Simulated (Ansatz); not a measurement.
Consider AlN.

The calculation's input:

```
crystal:
  lattice:
    - [3.0887424016, 0.0, 0.0]
    - [-1.5443712008, 2.6749293856, 0.0]
    - [0.0, 0.0, 4.9437688231]
  atoms:
    - { symbol: Al, position: [0.3461934859, 0.6923869718, 0.0015212672] }
    - { symbol: Al, position: [0.6538065141, 0.3076130282, 0.5015212672] }
    - { symbol: "N", position: [0.3218578045, 0.6437156091, 0.3834787328] }
    - { symbol: "N", position: [0.6781421955, 0.3562843909, 0.8834787328] }
basis:
  ecutwfc: 520.0
kpoints:
  mp_grid: { grid: [9, 9, 6] }
hamiltonian:
  xc: lda
scf:
  occupations: { method: gaussian, width: 0.05 }
output:
  forces: true
  stress: true
  eigenvalues: true
  write_density: true
  write_potential: true
  elf: true
  volumetric_format: npy
```

Run with:

```sh
ansatz run input.yaml --threads 1 --pin off --max-ram 2048MiB --backend cpu --events-out ev --progress --plain --runs-dir out
```

Below, planes, directions and counts refer to the conventional cell (a = 3.09 Å, b = 5.35 Å, c = 4.94 Å, α = 90.00°, β = 90.00°, γ = 90.00°).

Space group Cmc2₁; not relaxed (largest force 0.4 eV/Å).

Theory: DFT LDA, scalar-relativistic, plane waves, PAW in Ansatz.

Question: What can the converged valence pseudo-density and electron localisation function tell about the bonding?

Answer: Al–N (1.87 Å): ρ is about 0.71 e/Å³ halfway; the ELF peaks at about 0.90 in the valence shell of N, 0.8 Å from its nucleus, and is about 0.85 at the midpoint.

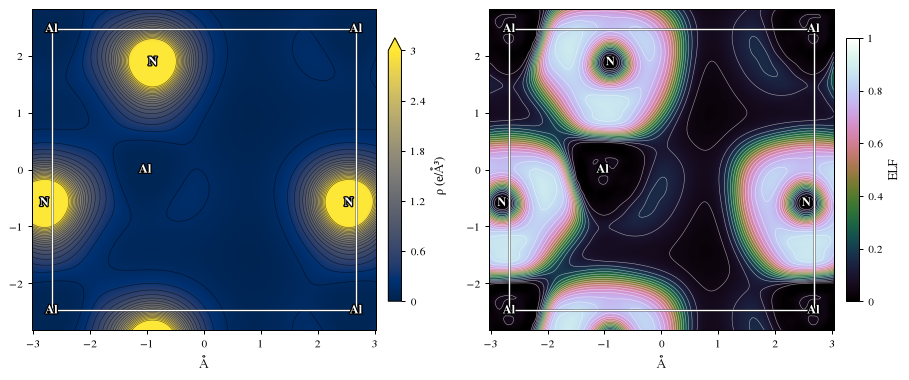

Computed valence pseudo-density and electron localisation function on the (100) plane of the conventional cell, in this order. 
